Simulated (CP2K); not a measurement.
```
Zr N
1.0
    -3.25269    0.00000    0.00000
     0.00000    3.75588    2.65581
     0.00000    1.87794   -2.65581
Zr N
2 2
Direct
  0.50000 0.50000 0.50310
  0.00000 0.00000 0.00310
  0.99873 0.49992 0.99443
  0.49873 0.99992 0.49443
```

Space group Imm2; changed on purpose from its base cell (atoms moved at random by about 0.05 A).

Method: Kohn-Sham DFT of a periodic cell, PBE, GTH-PBE with UZH-TZVP basis in CP2K 2026.2.

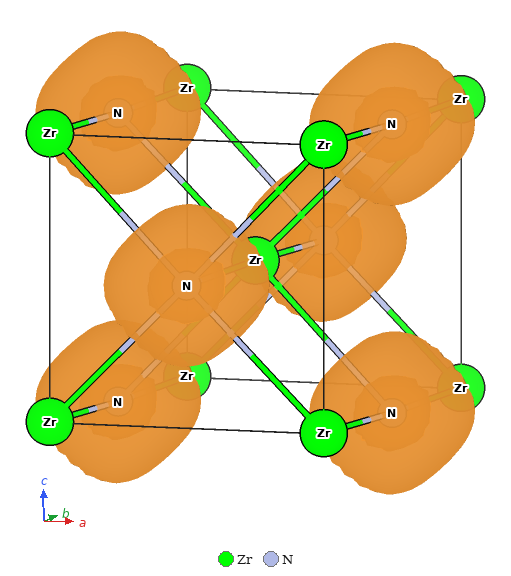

ZrN. Isosurface of the electron localisation function at 0.7 (orange), seen slightly off an axis. Core shells and regions of very low density are left out. Sticks mark near contacts.

In a pseudopotential calculation such maps are meaningful between the atoms, not at the nuclei.

Q: Describe the localisation domains.

A: The ELF exceeds this value in two regions wrapped around N (the valence shell of each), counted in one cell of 4 atoms. Regions shared between cells count once. Profiles from the grid: Zr–N (2.28 Å): the ELF peaks at about 0.80 in the valence shell of N, 0.6 Å from its nucleus, and drops to about 0.15 between the two atoms; no shared electron pair shows on this line. Zr–N (2.32 Å): the ELF peaks at about 0.80 in the valence shell of N, 0.6 Å from its nucleus, and drops to about 0.15 between the two atoms: no localised pair shows between them.
